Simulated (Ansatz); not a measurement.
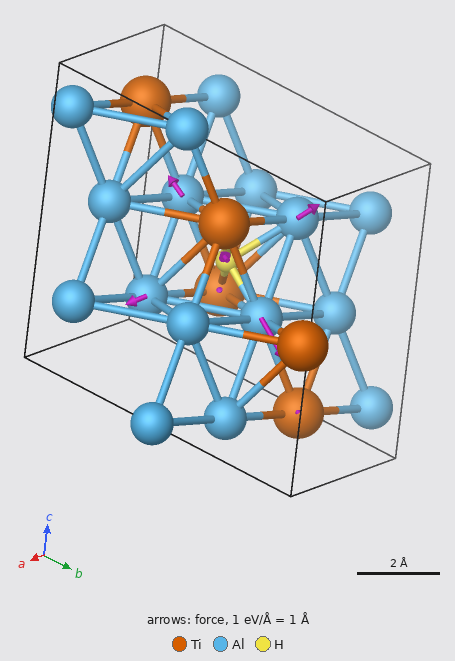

Starting geometry of a defect cell of composition Ti$_{5}$Al$_{15}$H with the computed forces as purple arrows. A ball-and-stick model of the cell of the calculation (origin shifted), seen slightly off an axis.

Case: H interstitial, charge +0, atoms relaxed.

Computed with DFT PBE, scalar-relativistic, plane waves, PAW (Ansatz 0.2.0). Set-up: plane-wave cutoff 420 eV; k-point mesh 4 × 4 × 4; occupations gaussian; smearing width 0.1 eV; mesh shifted by (0.5, 0.5, 0.5); no spin polarisation; atoms relaxed in a fixed cell; force threshold 0.02 eV/Å; at most 60 steps.

Is this structure relaxed? If not, where do the atoms go?

It isn't relaxed: the largest force vector, on an Al atom, is 1.27 eV/Å. The final displacements follow the starting forces only in part (cosine between the two patterns 0.44). The atom that moves furthest is the H atom (0.36 Å roughly along [−1 2 3]). By element the largest moves are H 0.36 Å, Al 0.13 Å, Ti 0.04 Å. The cell doesn't change. Some distances before and after: Al–Al 2.889 → 3.113 Å, Al–H 2.097 → 1.876 Å, Al–H 1.766 → 1.982 Å, Al–Al 2.889 → 3.086 Å. Among the angles between lasting bonds that change: Ti–H–Ti 169.8° → 153.8°. After 5 geometry steps the energy has fallen by 0.182 eV per cell of the calculation. The largest force component goes from 1.3 to 0.0077 eV/Å.

Limits of the set-up: the periodic images lie only 7.5 Å apart, so the values are limited by the cell's size.
